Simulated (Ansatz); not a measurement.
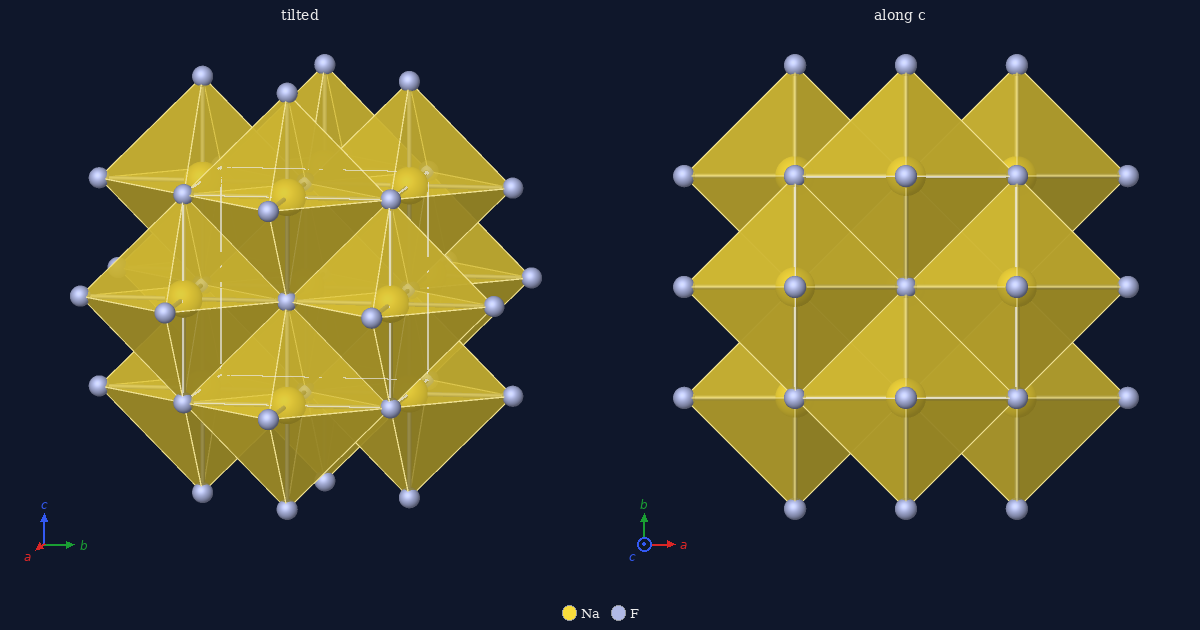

Shown here is a polyhedral view of the crystal, taken slightly off an axis and along the c axis. Lines trace the edges of the conventional unit cell. A few atoms beyond the faces are included.

NaF, rock salt (NaCl type), space group Fm-3m (No. 225), a = 4.701 Å, b = 4.701 Å, c = 4.701 Å, α = 90.00°, β = 90.00°, γ = 90.00°. Provenance: a structure type filled with these elements by a generator (whether the compound takes this form wasn't checked). Earlier steps of the study may have refined or changed the cell and positions. It went into a calculation with Ansatz.

This one geometry was computed with Ansatz (DFT, plane waves, PAW) at three levels of theory: LDA, PBE and HSE06.

Which level gives the highest pressure at this volume, and what does that say about its equilibrium volume?

Answer. Highest: PBE (0.0 GPa), which points to the largest equilibrium volume. Lowest, with the smallest volume: LDA (-5.8 GPa). Levels within 0.5 GPa of each other can't be told apart.

How does the band gap change with the level of theory?

Answer. LDA: a gap of 5.76 eV, direct; PBE: a gap of 6.09 eV, direct; HSE06: a gap of 8.23 eV, direct.

Collect the results in a table.

Answer.
| level | cutoff (eV) | k-mesh of the run's cell | gap (eV) | pressure (GPa) |
| --- | --- | --- | --- | --- |
| LDA | 420 | 8×8×8 | 5.76 | -5.8 |
| PBE | 420 | 8×8×8 | 6.09 | 0.0 |
| HSE06 | 420 | 6×6×6 | 8.23 | -1.8 |

Gaps are taken on the k-mesh or band path of each run.
